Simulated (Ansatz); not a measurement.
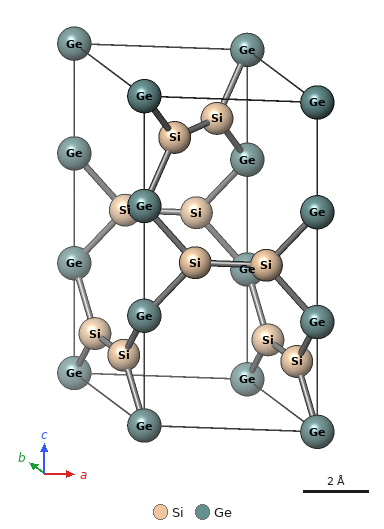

An orthographic ball-and-stick view of the structure, slightly off an axis. The parallelepiped is the conventional unit cell. Cell: a = 5.39 Å, b = 5.39 Å, c = 10.81 Å, α = 90.00°, β = 90.00°, γ = 120.00°.

The starting point was a structure type filled with these elements by a generator (whether the compound takes this form wasn't checked). Earlier steps of the study may have refined or changed the cell and positions. A calculation with Ansatz used it as input.

> In words:

The compound is Si$_{2}$Ge. It belongs to space group P6_222 (No. 180) and has a primitive hexagonal lattice. One cell contains 6 Si, 3 Ge, 9 atoms in all. The neighbours of Si are two Ge and one Si (about 2.4 Å to Ge, 2.2 Å to Si). Ge bonds to four Si at about 2.4 Å. The bonds build a three-dimensional framework.

Electronic-structure method: DFT PBE, scalar-relativistic, plane waves, PAW in Ansatz 0.2.0. Parameters: a cutoff energy of 420 eV, k-grid 12×12×4, Gaussian smearing of 0.1 eV, no spin polarisation.

> How large a gap does the method give, if there is one?

A metal: bands cross the Fermi level.

> How are the electrons shared out in a Bader analysis?

Si +0.08 e; Ge -0.16 e.

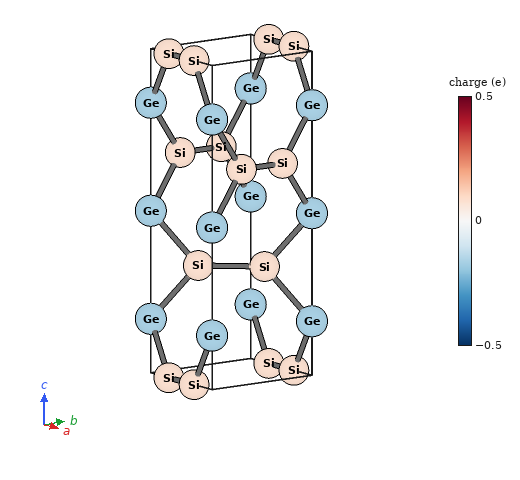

The atoms coloured by those charges. The run's cell of 9 atoms is drawn, so axes and origin can differ from the first picture.

> Has the structure come to rest?

Yes. All forces vanish to within 0.01 eV/Å. The pressure is 0.0 GPa, close to zero.
